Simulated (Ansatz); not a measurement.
**Al₂As₂H: single-point calculation**

System: Al₂As₂H (slab, 10 atoms in the cell).
Method: DFT, PBEsol, plane waves, PAW, no spin polarisation (Ansatz 0.2.0).

The structure derives from an entry of the Crystallography Open Database. Figures and captions count atoms from 1; the log counts them from 0 in places.

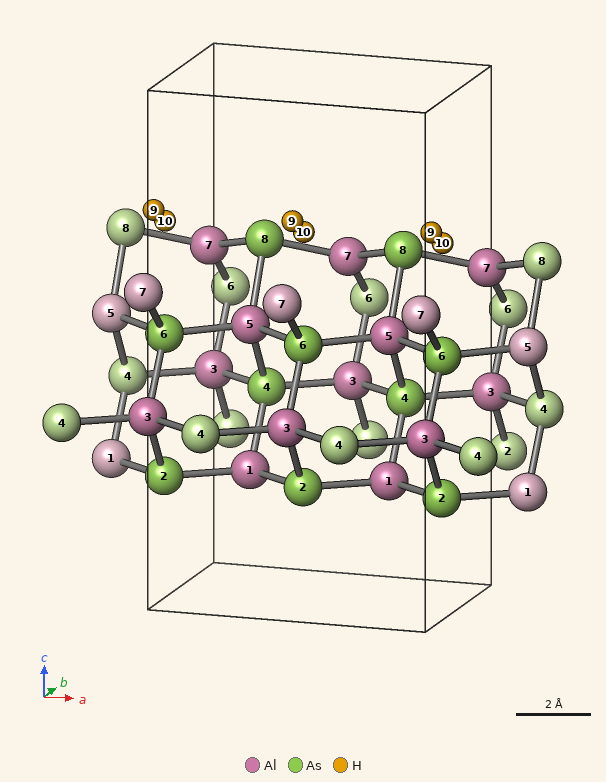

**Figure 1.** The structure as given in the input (ball-and-stick view of the 2 × 1 repeat of the cell, with the vacuum cut short, seen slightly off an axis; neighbours outside the cell are drawn fainter; atoms are numbered from 1 in the order of the input). An atom can appear more than once, as a periodic image.

Key numbers

```tsv
quantity	value
outcome	converged
electrons treated	74
free energy	−21382.0762 eV
Fermi energy	−0.626 eV
gap on the k-point mesh	1.01 eV
largest force (length of the vector)	1.774 eV/Å
hardware	4 threads of Intel Xeon @ 2.50GHz (Skylake/Cascade Lake), 32 GiB of memory available, shared host
wall time	19 s (CPU time 71 s)
peak memory	1.2 GiB
```

Remarks

Settings chosen away from the usual ones: scf.initial_density.chi_scale set to 0.1.

Input file
```yaml
crystal:
  lattice:
    - [4.0125456551, 0.0, 0.0]
    - [0.0, 5.6745964851, 0.0]
    - [0.0, 0.0, 25.0188184827]
  atoms:
    - { symbol: Al, position: [0.5, 0.5, 0.3397442611] }
    - { symbol: As, position: [0.0, 0.25, 0.3397442611] }
    - { symbol: Al, position: [0.0, 0.0, 0.4199348117] }
    - { symbol: As, position: [0.5, 0.75, 0.4199348117] }
    - { symbol: Al, position: [0.5005386441, 0.5022000325, 0.5035221161] }
    - { symbol: As, position: [0.0004797069, 0.2537685254, 0.5001019288] }
    - { symbol: Al, position: [-1.21036e-05, -0.0662323678, 0.5635440957] }
    - { symbol: As, position: [0.4997973504, 0.718811855, 0.5884142905] }
    - { symbol: H, position: [-0.0191653069, 0.13092613, 0.6457929532] }
    - { symbol: H, position: [0.0102333544, 0.2410747482, 0.6281442582] }
basis:
  ecutwfc: 420
kpoints:
  mp_grid: { grid: [7, 5, 1] }
hamiltonian:
  xc: pbesol
scf:
  occupations: { method: gaussian, width: 0.05 }
  initial_density: { chi_scale: 0.1 }
output:
  forces: true
  eigenvalues: true
efield:
  axis: 3
  dipole_correction: true
  ramp_width: 0.04
```

Run as:
```bash
ansatz run input.yaml --threads 4 --pin off --max-ram 10240MiB --backend cpu --events-out ev --progress --plain --runs-dir out
```

The program's output
```
Engine: ansatz 0.2.0, x86_64-unknown-linux-gnu
Pseudopotentials: kind: paw
Pseudopotential: Al, paw, valence charge 3, recommended cutoff 420 eV (normal), Al.paw.azcp
Pseudopotential: As, paw, valence charge 15, recommended cutoff 420 eV (normal), As.paw.azcp
Pseudopotential: H, paw, valence charge 1, recommended cutoff 420 eV (normal), H.paw.azcp
Functional definition: PBEsol
  exchange = pbesol_x
  correlation = pbesol_c
Crystal: 10 atoms, lattice volume = 569.668 Å³
Basis set: ecut = 420 eV, 11205 PW (Γ), exchange–correlation on 54×80×360 points (8 copies of the dense FFT grid, shifted against one another)
Bands: 47, of which v1, the nominal top of the filled ones, is band 37 counted from 1 (36 counted from 0)
Symmetry: 1 space group operations
Space group: P1 (ITA 1), of the structure as read, at distance tolerance 8.3e-5 Å
k-points: 18 of 35 (time reversal used)
Non-local potential: Al, projectors of the file, l = 0: 2, l = 1: 2, l = 2: 1
Non-local potential: As, projectors of the file, l = 0: 2, l = 1: 2, l = 2: 3, l = 3: 1
Non-local potential: H, projectors of the file, l = 0: 2, l = 1: 1
PAW form: soft (Blöchl's): semilocal exchange-correlation on the pseudo side does not see the compensation charge
PAW frozen core: Al, regenerated for the run's functional, and the local potential with it (the file was generated under x = pbe(κ = 0.804, μ = 0.2195149727645171), c = pbe(β = 0.06672455060314922))
PAW frozen core: As, regenerated for the run's functional, and the local potential with it (the file was generated under x = pbe(κ = 0.804, μ = 0.2195149727645171), c = pbe(β = 0.06672455060314922))
PAW one-centre angular grid: Al, 110 points (default); XC on 64 Gauss nodes
PAW one-centre angular grid: As, 590 points (default); XC on 64 Gauss nodes
PAW one-centre angular grid: H, 110 points (default); XC on 64 Gauss nodes
Initial density: superposition of atomic densities (chi_scale 0.1, normalization cell), built separately for each of the 2 bonded fragments (scf.initial_density.interfragment_charge_transfer: auto; true builds it for the cell as a whole; a typed value also counts as a typed key of the start: scf.initial_density.chi_scale says what that changes, if anything)
Initial wavefunctions: pseudopotential atomic-orbital guess
Functional: x = pbesol(κ = 0.804, μ = 0.12345679012345678), c = pbesol(β = 0.046)
SCF iter   1: F=—  HF=-21383.769141 eV  |F-HF|=—  |Δ(HF+E_count)|=         —  Δρ=2.64e-2  dr2=5.80e0  ethr=3.10e-3  p=-0.049 e·Å  D=-1.55e-2 V/Å  ΔV_dip=0.39 eV  dr2_dipole=1.71e-4  V_vac-E_F(+/−)=6.32/5.93 eV  ⟨swp⟩=7.8  Hψ=3784  notcnv=0  defer=3
efield: sawtooth ramp at fractional position 0.9728 (placed from the atoms, in the widest stretch of the axis that holds none; the zero of the levels goes with the place), width 0.0400; the density the first Hamiltonian is built on has a dipole p = -0.049 e·Å; the dipole correction subtracts the counter field D = -1.55e-2 V/Å, which shifts the + side's vacuum level by +0.39 eV against the − side's; the planar-averaged density in the ramp window peaks in size at 5.3e-7 e/Å³
preconditioner: auto → Resta (q_TF=auto, 1.942 Å⁻¹)  ε∞=2.1  [insulator: Δε(μ)=1.740 eV  Ē_g=8.534 eV  σ=0.050 eV  W_gap=1.00  n_scr=70 (ndim 8)  ℏωp=9.1 eV  f_vac=0.579  D(μ)=0.00/eV (n_scr^D=0)  ε∞_Penn≈2.1  vacuum switching on, ρ_ref=5.3e-3 e/Å³]
SCF iter   2: F=—  HF=-21382.339605 eV  |F-HF|=—  |Δ(HF+E_count)|=    1.43e0  Δρ=1.26e-2  dr2=9.58e-1  ethr=3.10e-3  p=-0.036 e·Å  D=-1.14e-2 V/Å  ΔV_dip=0.29 eV  dr2_dipole=4.36e-3  V_vac-E_F(+/−)=5.02/4.73 eV  ⟨swp⟩=3.1  Hψ=1464  notcnv=0  defer=63
SCF iter   3: F=—  HF=-21382.134041 eV  |F-HF|=—  |Δ(HF+E_count)|=   2.06e-1  Δρ=3.90e-3  dr2=3.67e-1  ethr=1.29e-3  p=0.039 e·Å  D=1.25e-2 V/Å  ΔV_dip=-0.31 eV  dr2_dipole=8.49e-3  V_vac-E_F(+/−)=4.47/4.79 eV  ⟨swp⟩=3.2  Hψ=1238  notcnv=0  defer=63
SCF iter   4: F=—  HF=-21382.081630 eV  |F-HF|=—  |Δ(HF+E_count)|=   5.24e-2  Δρ=1.37e-3  dr2=6.72e-2  ethr=4.96e-4  p=-0.004 e·Å  D=-1.33e-3 V/Å  ΔV_dip=0.03 eV  dr2_dipole=2.22e-2  V_vac-E_F(+/−)=4.39/4.35 eV  ⟨swp⟩=3.4  Hψ=1293  notcnv=0  defer=63
SCF iter   5: F=—  HF=-21382.077653 eV  |F-HF|=—  |Δ(HF+E_count)|=   3.98e-3  Δρ=8.27e-4  dr2=2.48e-2  ethr=9.08e-5  p=0.055 e·Å  D=1.76e-2 V/Å  ΔV_dip=-0.44 eV  dr2_dipole=8.08e-3  V_vac-E_F(+/−)=4.02/4.46 eV  ⟨swp⟩=3.6  Hψ=1108  notcnv=0  defer=63
SCF iter   6: F=—  HF=-21382.075540 eV  |F-HF|=—  |Δ(HF+E_count)|=   2.11e-3  Δρ=4.01e-4  dr2=1.50e-3  ethr=3.35e-5  p=0.039 e·Å  D=1.24e-2 V/Å  ΔV_dip=-0.31 eV  dr2_dipole=1.71e-4  V_vac-E_F(+/−)=4.12/4.43 eV  ⟨swp⟩=1.2  Hψ=994  notcnv=0  defer=63
SCF iter   7: F=—  HF=-21382.076010 eV  |F-HF|=—  |Δ(HF+E_count)|=   4.70e-4  Δρ=1.43e-4  dr2=1.57e-4  ethr=2.02e-6  p=0.039 e·Å  D=1.24e-2 V/Å  ΔV_dip=-0.31 eV  dr2_dipole=1.01e-5  V_vac-E_F(+/−)=4.11/4.42 eV  ⟨swp⟩=2.0  Hψ=1025  notcnv=0  defer=63
SCF iter   8: F=—  HF=-21382.076165 eV  |F-HF|=—  |Δ(HF+E_count)|=   1.55e-4  Δρ=3.17e-5  dr2=8.15e-6  ethr=2.12e-7  p=0.039 e·Å  D=1.24e-2 V/Å  ΔV_dip=-0.31 eV  dr2_dipole=5.45e-8  V_vac-E_F(+/−)=4.10/4.41 eV  ⟨swp⟩=2.0  Hψ=1055  notcnv=0  defer=63
SCF iter   9: F=—  HF=-21382.076186 eV  |F-HF|=—  |Δ(HF+E_count)|=   2.09e-5  Δρ=1.01e-5  dr2=7.72e-7  ethr=1.10e-8  p=0.039 e·Å  D=1.24e-2 V/Å  ΔV_dip=-0.31 eV  dr2_dipole=3.43e-10  V_vac-E_F(+/−)=4.09/4.40 eV  ⟨swp⟩=2.0  Hψ=1445  notcnv=0  defer=63
SCF iter  10: F=-21382.076187 eV  HF=-21382.076187 eV  |F-HF|=4.82e-8  |Δ(HF+E_count)|=   9.62e-7  Δρ=2.98e-6  dr2=6.66e-8  ethr=1.35e-10  p=0.039 e·Å  D=1.24e-2 V/Å  ΔV_dip=-0.31 eV  dr2_dipole=1.82e-11  V_vac-E_F(+/−)=4.09/4.40 eV  ⟨swp⟩=15.6  Hψ=4999  notcnv=0
SCF 1 converged in 10 iterations: F = -21382.076187 eV  dr2 = 6.66e-8
  greatest PAW one-centre occupation: 0.999 electrons in one spin orbital (limit 2), on the As atom at site 7 (counted from 0), in its partial waves of l = 2
```

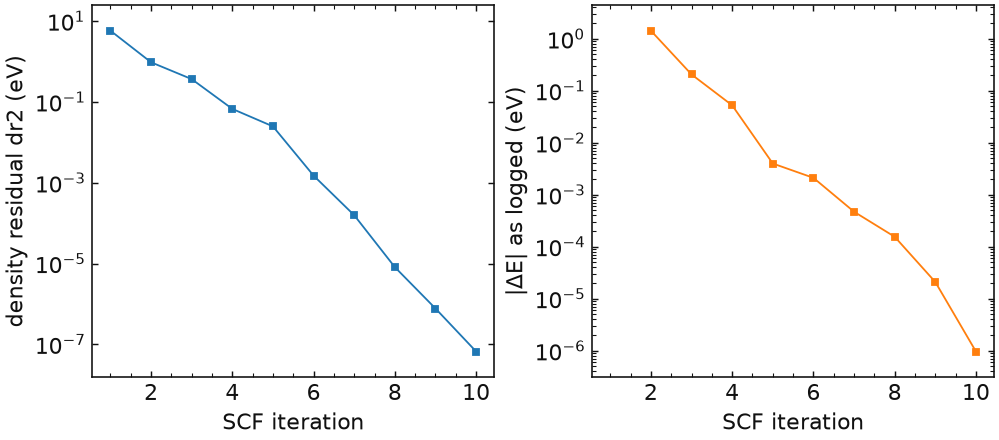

**Figure 2.** Convergence of the self-consistent field: density residual dr2 and size of the energy change against the SCF iteration. The residual falls at every step.

```
SCF converged after 10 iterations
Free energy (F): -21382.076187 eV
Harris-Foulkes:  -21382.076187 eV  (|F-HF|=4.82e-8)
Internal energy: -21382.076187 eV  (E = F + TS)
E sigma→0 (E₀):  -21382.076187 eV
Fermi energy:    -0.626386 eV
Dipole field:    D = 0.012400 V/Å  (p = 0.039039 e·Å, saw-weighted, corrected)
Work function:   Φ+ = 4.0930 eV   Φ− = 4.4032 eV
Levels:          The Fermi level and band energies are counted from a zero that moves with the ramp; work functions are not
--- Per-component energies (eV) ---
  E_band       = -1613.524474
  E_kinetic    = 525.877272
  E_local      = -49406.729513  (includes V_loc(G=0)·N_el)
  E_nonlocal   = -2627.865182
  E_hartree    = 24718.733687
  E_xc         = -485.049440
  E_vxc        = -450.107807  (∫ρ·V_xc dr)
  E_paw        = -8992.552956  (= ΣΔE_a)
  E_vpaw       = 907.252229  (= ΣTr[D̂ρ^β])
  E_aug_tail   = -0.002352  (compensation charges beyond the density's cutoff)
  E_efield     = 0.000242  (sawtooth field / dipole correction)
  E_vefield    = 0.617181  (∫n·V_field dr)
  E_ewald      = 14881.569784
  E_core_change = 3.942271  (= ΣΔE_core)
  E_smearing   = -0.000000  (= −TS)
  E_closure    = -0.000000  (closes the sum)
  Σ components = -21382.076187   (vs F -21382.076187, Δ=0.00e0)
--- Forces (eV/Å), atoms counted from 1 ---
  atom   1  Al     0.00044805    -1.12051925     1.37532223
  atom   2  As    -0.00007746     0.37778349    -1.17922463
  atom   3  Al     0.00093935     0.40940090     0.02593112
  atom   4  As     0.00077514     0.33096506    -0.23000464
  atom   5  Al    -0.00214835    -0.00533816     0.00358477
  atom   6  As    -0.00062590     0.00138467     0.00450094
  atom   7  Al    -0.00382671     0.00196662     0.00680422
  atom   8  As     0.00337720     0.00281985    -0.00321959
  atom   9  H      0.00778396     0.02349410    -0.02376823
  atom  10  H     -0.00664631    -0.02192775     0.02010722
  max |Σ_I F_I| component: 3.34e-5 eV/Å
--- Band table (eV; the first three rows and the last of 18) ---
  k-point 0: bands = ["-35.7273", "-35.7184", "-35.7143", "-35.7003", "-35.6936", "-35.6889", "-35.6811", "-35.6741", "-35.6638", "-35.6549", "-35.4187", "-35.4054", "-35.3932", "-35.3734", "-35.3700", "-35.2023", "-35.1980", "-35.1308", "-35.1117", "-35.0961", "-12.7608", "-11.9112", "-11.1749", "-10.8573", "-8.1303", "-6.3392", "-5.4679", "-4.7037", "-4.0381", "-3.2784", "-3.1210", "-2.9127", "-2.3708", "-2.1058", "-1.6136", "-1.2210", "-1.2131", "-0.0386", "0.5257", "1.4720", "1.6888", "1.9961", "2.5355", "3.0669", "3.1478", "3.3736", "3.5337"]
  k-point 1: bands = ["-35.7273", "-35.7184", "-35.7143", "-35.7003", "-35.6936", "-35.6889", "-35.6811", "-35.6741", "-35.6638", "-35.6549", "-35.4187", "-35.4054", "-35.3932", "-35.3734", "-35.3700", "-35.2023", "-35.1980", "-35.1308", "-35.1117", "-35.0961", "-12.6415", "-11.8516", "-11.3121", "-10.9863", "-8.1740", "-6.1691", "-5.7918", "-4.7230", "-3.5702", "-3.4947", "-2.9963", "-2.7593", "-2.3036", "-1.9515", "-1.7124", "-1.4191", "-1.2491", "0.1312", "0.6907", "1.3976", "1.6776", "1.9323", "2.1784", "3.1895", "3.2903", "3.5444", "3.6046"]
  k-point 2: bands = ["-35.7273", "-35.7184", "-35.7143", "-35.7003", "-35.6936", "-35.6889", "-35.6811", "-35.6741", "-35.6638", "-35.6549", "-35.4186", "-35.4054", "-35.3932", "-35.3734", "-35.3700", "-35.2023", "-35.1980", "-35.1308", "-35.1117", "-35.0961", "-12.3069", "-11.8736", "-11.5760", "-11.1630", "-8.2331", "-6.2652", "-5.7099", "-4.8133", "-3.9466", "-2.7193", "-2.6445", "-2.4367", "-2.1883", "-2.0781", "-1.8670", "-1.6831", "-1.2383", "-0.0049", "0.9693", "1.2904", "1.7469", "1.9704", "2.5603", "2.8831", "3.2494", "3.5308", "3.6796"]
  k-point 17: bands = ["-35.7267", "-35.7184", "-35.7146", "-35.7007", "-35.6928", "-35.6886", "-35.6815", "-35.6740", "-35.6627", "-35.6552", "-35.4175", "-35.4057", "-35.3936", "-35.3733", "-35.3697", "-35.2014", "-35.1984", "-35.1307", "-35.1120", "-35.0956", "-11.7219", "-11.3828", "-10.9594", "-10.5909", "-8.1834", "-6.3153", "-6.0889", "-5.7716", "-5.6784", "-4.0016", "-3.7644", "-3.4008", "-3.1074", "-2.8716", "-2.6204", "-2.0218", "-1.1900", "-0.0950", "0.4436", "1.5202", "1.8143", "1.9232", "2.3164", "2.9012", "3.3530", "3.6053", "3.9859"]
```

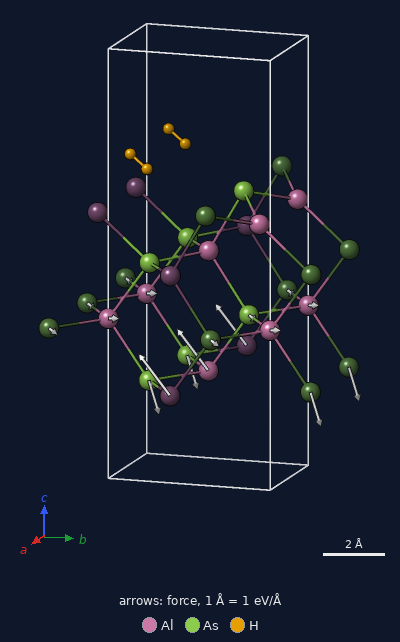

**Figure 3.** Forces on the atoms as white arrows (ball-and-stick view of the cell of the calculation, with the vacuum cut short, seen slightly off an axis; neighbours outside the cell are drawn fainter); the smallest are left out. The largest act on Al1 (1.77 eV/Å); As2 (1.24 eV/Å). Atoms are counted from 1 in the order of the input and aren't labelled in the picture. The geometry is not a stationary point of this energy.
